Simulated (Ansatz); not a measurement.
System: Al2O3.

```xyz
10
Lattice="-2.3803 4.1227 0.0000 2.3803 4.1227 0.0000 0.0000 2.7485 -4.3319" Properties=species:S:1:pos:R:3 pbc="T T T"
Al   -0.0205    8.2354   -1.9298
Al    0.0017    5.4823   -0.2313
Al    0.0072    2.7836   -2.3978
Al   -0.0008    5.4788   -4.0683
O    -1.6245    5.3932   -3.2620
O     0.7295    6.9980   -3.1912
O     0.9547    4.1175   -3.1970
O     1.5858    5.5696   -1.1092
O    -0.7465    3.9729   -1.0831
O    -0.9627    6.8751   -1.0652
```

Space group P1; changed on purpose from its base cell (atoms moved at random by about 0.05 A); not relaxed (largest force 1.3 eV/Å); computed pressure about 8 GPa in this cell.

Theory: Kohn-Sham DFT of a periodic cell, PBE, Ansatz PAW in Ansatz 0.2.0.

Predict the valence pseudo-density and electron localisation function between the atoms.

Answer. Al–O (1.81 Å): the density is about 0.7 e/Å³ at the midpoint; the ELF peaks at about 0.85 in the valence shell of O, 0.7 Å from its nucleus, and is about 0.80 at the midpoint.
Al–O (1.86 Å): the density is about 0.64 e/Å³ at the midpoint; the ELF peaks at about 0.85 in the valence shell of O, 0.7 Å from its nucleus, and is about 0.80 at the midpoint.
Al–O (1.92 Å): ρ at the midpoint is about 0.57 e/Å³; the ELF peaks at about 0.85 in the valence shell of O, 0.6 Å from its nucleus, and is about 0.80 at the midpoint.

Does the calculation make it a metal, or give it a gap?

Answer. It is gapped, with a Kohn–Sham gap of 6.1 eV on the k-point mesh (the band edges may lie off the mesh, which would make the gap smaller).

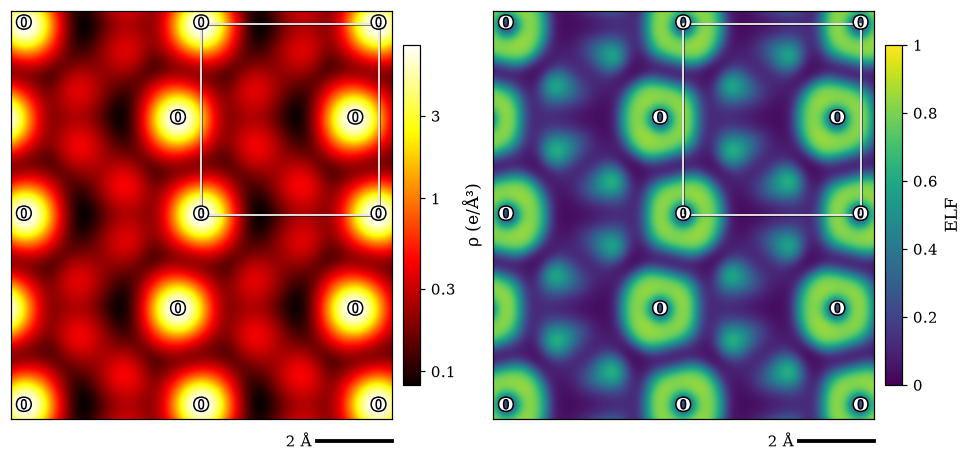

Computed valence pseudo-density and electron localisation function on the (101) plane of the conventional cell, in this order. Atoms just off the plane (Al, 0.7 Å away) can leave unmarked features too.

The density is the valence pseudo-density of a PAW calculation; it isn't the true density close to the nuclei.
